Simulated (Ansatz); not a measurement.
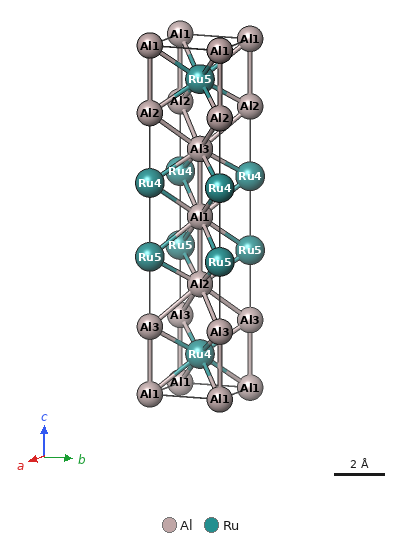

Figure 1. The input geometry (ball-and-stick view of the cell 2 times as large as that of the calculation, set on its symmetry axes, seen slightly off an axis; atoms are numbered from 1 in the order of the input).

## Al₃Ru₂: single-point calculation

The run: single-point calculation of Al₃Ru₂ (I4/mmm, 5 atoms in the cell). Method and program: DFT PBEsol, scalar-relativistic, plane waves, PAW, no spin polarisation (Ansatz 0.2.0).

The structure derives from a Materials Project entry. Figures and captions count atoms from 1; the log counts them from 0 in places.

What the program printed
```
basis.fft_grid_basis auto: the FFT boxes are laid along the combinations [[1, 0, 1], [0, 1, 1], [0, 0, 1]] of the cell's own vectors, 3.078, 3.078 and 7.467 Å long. The dense box has 24×24×50 points. Along the cell's own vectors, as sized, it would have 50×50×50, 4.34 times as many. Of the 16 symmetry operations that the crystal satisfies within crystal.symmetry.tolerance (time reversal apart; of a slab, those that keep its plane) the dense box along the cell's own vectors carries 16, and the one as laid loses 12 of those. basis.fft_grid_basis: typed keeps the cell's own vectors: state it where this run's energies or levels are differenced outside the engine with another run's, or held beside a run that keeps those vectors.
Engine: ansatz 0.2.0, x86_64-unknown-linux-gnu
Pseudopotentials: kind: paw
Pseudopotential: Al, paw, valence charge 3, recommended cutoff 420 eV (normal), Al.paw.azcp
Pseudopotential: Ru, paw, valence charge 16, recommended cutoff 420 eV (normal), Ru.paw.azcp
Functional definition: PBEsol
  exchange = pbesol_x
  correlation = pbesol_c
Crystal: 5 atoms, lattice volume = 67.666 Å³
Basis set: ecut = 420 eV, 1331 PW (Γ), FFT grids on a1+a3, a2+a3, a3, exchange–correlation on 48×48×100 points (8 copies of the dense FFT grid, shifted against one another)
Bands: 26, of which v1, the nominal top of the filled ones, is band 21 counted from 1 (20 counted from 0)
Symmetry: 16 space group operations
Space group: I4/mmm (ITA 139), of the structure as read, at distance tolerance 4.1e-5 Å
k-points: 59 of 512
Non-local potential: Al, projectors of the file, l = 0: 2, l = 1: 2, l = 2: 1
Non-local potential: Ru, projectors of the file, l = 0: 3, l = 1: 2, l = 2: 2, l = 3: 1
PAW form: soft (Blöchl's): semilocal exchange-correlation on the pseudo side does not see the compensation charge
PAW frozen core: Al, regenerated for the run's functional, and the local potential with it (the file was generated under x = pbe(κ = 0.804, μ = 0.2195149727645171), c = pbe(β = 0.06672455060314922))
PAW frozen core: Ru, regenerated for the run's functional, and the local potential with it (the file was generated under x = pbe(κ = 0.804, μ = 0.2195149727645171), c = pbe(β = 0.06672455060314922))
PAW one-centre angular grid: Al, 110 points (default); XC on 64 Gauss nodes
PAW one-centre angular grid: Ru, 590 points (default); XC on 64 Gauss nodes
Initial density: superposition of atomic densities (neutral atoms: chi_scale 0, normalization atom), corrected by the library's trained network
Initial wavefunctions: pseudopotential atomic-orbital guess
Functional: x = pbesol(κ = 0.804, μ = 0.12345679012345678), c = pbesol(β = 0.046)
SCF iter   1: F=—  HF=-13210.023238 eV  |F-HF|=—  |Δ(HF+E_count)|=         —  Δρ=4.79e-3  dr2=2.33e-2  ethr=1.77e-3  ⟨swp⟩=6.4  Hψ=7140  notcnv=0
preconditioner: auto → Kerker (q_TF=auto, 2.510 Å⁻¹)  [metal: Δε(μ)=0.064 eV  Ē_g=6.615 eV  σ=0.100 eV  W_gap=0.35  n_scr=20 (ndim 8)  ℏωp=22.6 eV  f_vac=0.000  D(μ)=1.06/eV (n_scr^D=2)]
SCF iter   2: F=—  HF=-13210.019462 eV  |F-HF|=—  |Δ(HF+E_count)|=   3.78e-3  Δρ=2.65e-3  dr2=8.50e-3  ethr=5.69e-5  ⟨swp⟩=1.0  Hψ=2006  notcnv=0
SCF iter   3: F=—  HF=-13210.017402 eV  |F-HF|=—  |Δ(HF+E_count)|=   2.06e-3  Δρ=4.35e-4  dr2=1.74e-4  ethr=2.07e-5  ⟨swp⟩=2.0  Hψ=2055  notcnv=0
SCF iter   4: F=—  HF=-13210.017346 eV  |F-HF|=—  |Δ(HF+E_count)|=   5.57e-5  Δρ=1.07e-4  dr2=9.55e-6  ethr=4.26e-7  ⟨swp⟩=2.2  Hψ=2482  notcnv=0
SCF iter   5: F=—  HF=-13210.017316 eV  |F-HF|=—  |Δ(HF+E_count)|=   3.02e-5  Δρ=2.80e-5  dr2=6.00e-7  ethr=2.33e-8  ⟨swp⟩=2.3  Hψ=2242  notcnv=0
SCF iter   6: F=-13210.017316 eV  HF=-13210.017316 eV  |F-HF|=2.19e-8  |Δ(HF+E_count)|=   2.12e-7  Δρ=7.39e-6  dr2=3.30e-8  ethr=2.44e-10  ⟨swp⟩=7.9  Hψ=7224  notcnv=0
SCF 1 converged in 6 iterations: F = -13210.017316 eV  dr2 = 3.30e-8
  greatest PAW one-centre occupation: 0.999 electrons in one spin orbital (limit 2), on the Ru atom at site 4 (counted from 0), in its partial waves of l = 0
SCF converged after 6 iterations
Free energy (F): -13210.017316 eV
Harris-Foulkes:  -13210.017316 eV  (|F-HF|=2.19e-8)
Internal energy: -13210.011681 eV  (E = F + TS)
E sigma→0 (E₀):  -13210.014499 eV
Entropy (-TS):   -0.005635 eV (-1.127 meV/atom)
Fermi energy:    14.515565 eV
--- Per-component energies (eV) ---
  E_band       = -268.784891
  E_kinetic    = 1111.785692
  E_local      = -4087.963970  (includes V_loc(G=0)·N_el)
  E_nonlocal   = 722.915484
  E_hartree    = 1507.484779
  E_xc         = -502.300550
  E_vxc        = -571.530761  (∫ρ·V_xc dr)
  E_paw        = -8165.545630  (= ΣΔE_a)
  E_vpaw       = -458.956487  (= ΣTr[D̂ρ^β])
  E_aug_tail   = -0.000385  (compensation charges beyond the density's cutoff)
  E_ewald      = -3796.951110
  E_core_change = 0.564009  (= ΣΔE_core)
  E_smearing   = -0.005635  (= −TS)
  E_closure    = 0.000000  (closes the sum)
  Σ components = -13210.017316   (vs F -13210.017316, Δ=0.00e0)
--- Forces (eV/Å), atoms counted from 1 ---
  atom   1  Al    -0.00000000    -0.00000000     0.00000000
  atom   2  Al     0.00000000    -0.00000000     0.08865734
  atom   3  Al     0.00000000     0.00000000    -0.08865734
  atom   4  Ru     0.00000000     0.00000000     0.06174473
  atom   5  Ru     0.00000000    -0.00000000    -0.06174473
  max |Σ_I F_I| component: 6.94e-18 eV/Å
--- Stress (GPa, compression-positive) ---
       -0.739925      -0.000000       0.000000
       -0.000000      -0.739925      -0.000000
        0.000000       0.000000      -1.679503
  P = ⅓ Tr σ = -1.0531 GPa (-10.531 kbar)
--- Band table (eV; the first three rows and the last of 59) ---
  k-point 0: bands = ["-57.1478", "-57.1411", "-27.2421", "-27.1694", "-27.1694", "-27.1615", "-27.1615", "-27.1482", "4.3056", "7.2496", "7.4727", "10.9310", "11.1953", "11.4558", "13.1454", "13.2742", "13.2742", "13.7881", "13.7881", "14.4303", "14.5677", "17.9983", "19.2758", "20.0485", "20.0485", "20.6271"]
  k-point 1: bands = ["-57.1446", "-57.1379", "-27.2367", "-27.1914", "-27.1898", "-27.1829", "-27.1817", "-27.1439", "4.8298", "7.5661", "8.0374", "11.1364", "11.3871", "11.5793", "12.8335", "12.9871", "13.4076", "13.4318", "13.5737", "13.7519", "13.9859", "18.3503", "18.4455", "19.2708", "19.5332", "19.8398"]
  k-point 2: bands = ["-57.1371", "-57.1305", "-27.2422", "-27.2389", "-27.2325", "-27.2302", "-27.2242", "-27.1338", "6.2832", "8.3861", "9.3108", "11.2870", "11.4347", "11.5918", "12.3450", "12.4834", "12.6884", "12.9389", "13.2701", "13.4852", "13.9708", "17.1379", "17.7828", "18.3979", "19.3729", "20.3154"]
  k-point 58: bands = ["-57.1478", "-57.1411", "-27.2404", "-27.1694", "-27.1694", "-27.1615", "-27.1615", "-27.1499", "4.7688", "5.5913", "9.3601", "10.5675", "11.1020", "11.5675", "12.6977", "13.0540", "13.0540", "14.1294", "14.1294", "14.4464", "14.5509", "16.9965", "18.9567", "18.9568", "20.3373", "21.6811"]
```

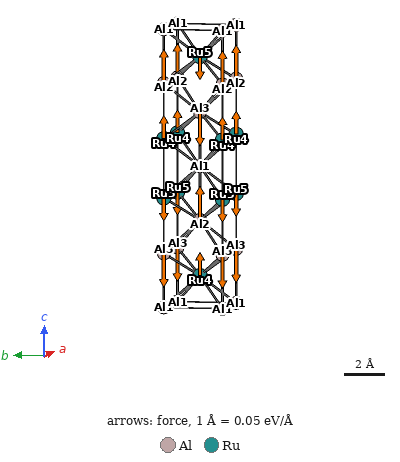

Figure 2. Forces on the atoms as orange arrows (ball-and-stick view of the cell 2 times as large as that of the calculation, set on its symmetry axes, seen at an oblique angle; atoms are numbered from 1 in the order of the input). The largest act on Al2, Al3 (0.09 eV/Å); Ru4, Ru5 (0.06 eV/Å). The geometry is not a stationary point of this energy.

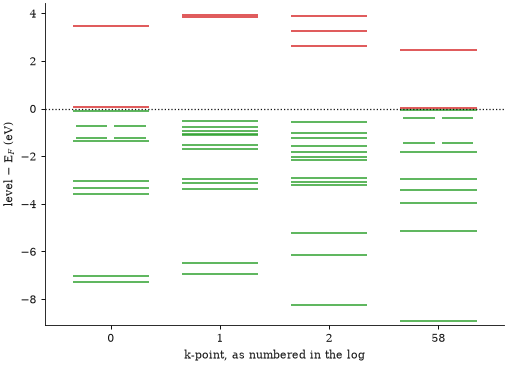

Figure 3. Kohn–Sham levels near the Fermi level (dotted) at the few k-points that the log prints; levels within 0.02 eV of each other stand side by side. The system is metallic on the full mesh.

The run was set up as follows.

The input
```yaml
crystal:
  lattice:
    - [-1.538900875, 1.538900875, 7.14310203]
    - [1.538900875, -1.538900875, 7.14310203]
    - [1.538900875, 1.538900875, -7.14310203]
  atoms:
    - { symbol: Al, position: [0.0, 0.0, 0.0] }
    - { symbol: Al, position: [0.80618462, 0.80618462, 0.0] }
    - { symbol: Al, position: [0.19381538, 0.19381538, 0.0] }
    - { symbol: Ru, position: [0.60586857, 0.60586857, 0.0] }
    - { symbol: Ru, position: [0.39413143, 0.39413143, 0.0] }
basis:
  ecutwfc: 420
kpoints:
  mp_grid: { grid: [8, 8, 8] }
hamiltonian:
  xc: pbesol
scf:
  occupations: { method: gaussian, width: 0.1 }
output:
  forces: true
  stress: true
  eigenvalues: true
```

Run as:
```bash
ansatz run input.yaml --threads 1 --pin off --max-ram 2560MiB --backend cpu --events-out ev --progress --plain --runs-dir out
```

Summary

```tsv
quantity	value
outcome	converged
space group (tolerance 0.01 Å)	I4/mmm (139)
electrons treated	41
free energy	−13210.0173 eV
Fermi energy	14.516 eV
gap on the k-point mesh	none (metallic)
pressure	−1.05 GPa
largest force (length of the vector)	0.089 eV/Å
hardware	1 thread of Intel Xeon (Granite Rapids), 192 GiB of memory available, shared host
wall time	2.5 s
peak memory	0.4 GiB
```
